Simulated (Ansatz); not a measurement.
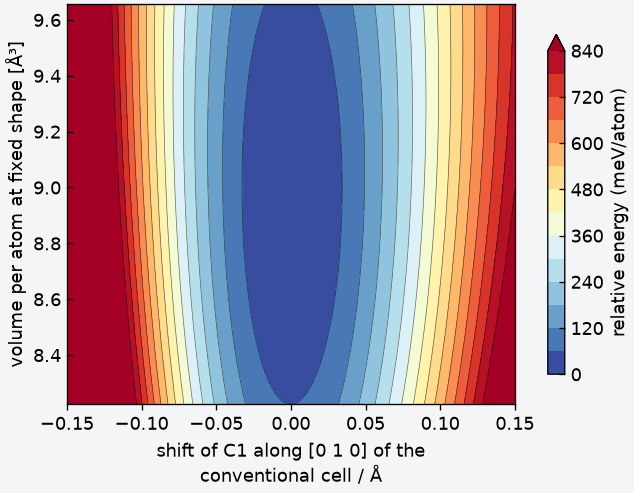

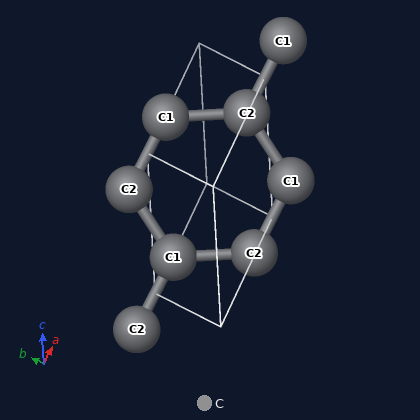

Energy landscape of C (Fmmm, No. 69; 2 atoms in the cell). The energy is mapped over a free internal coordinate and the cell. Coordinates scanned: (1) shift of C1 along [0 1 0] of the conventional cell, Cartesian (0 1 0), its symmetry partners moved as symmetry demands (measured in the relaxed cell); (2) volume per atom at fixed shape. Nothing is relaxed (all other coordinates fixed). The grid has 9 × 9 points. Points are written as (first, second). Energies: meV/atom, counted from the lowest grid point. The band gap closes in part of the range. Theory: Ansatz 0.2.0, DFT PBE+D3(BJ), scalar-relativistic, plane waves, PAW. Settings: cutoff 520 eV, k-mesh 16×16×16, gaussian smearing 0.03 eV, no spin polarisation.

In the figure: filled contours, one colour for all values above the top of the scale. Between grid points the surface is interpolated. The second picture is the structure at the lowest point

Q: What does the map say about the system?

A: The lowest grid point is at (0.000 Å, 8.939 Å³). It is the only kind of minimum in the scanned range. The highest grid point, (−0.150 Å, 8.224 Å³), lies 1886 meV/atom above the lowest.

The whole map (81 points run) took 4.3 min on 1 thread of AMD EPYC 9R45 96-Core Processor (Zen 5), with other jobs on the host.

PAW datasets: the set soft_1.
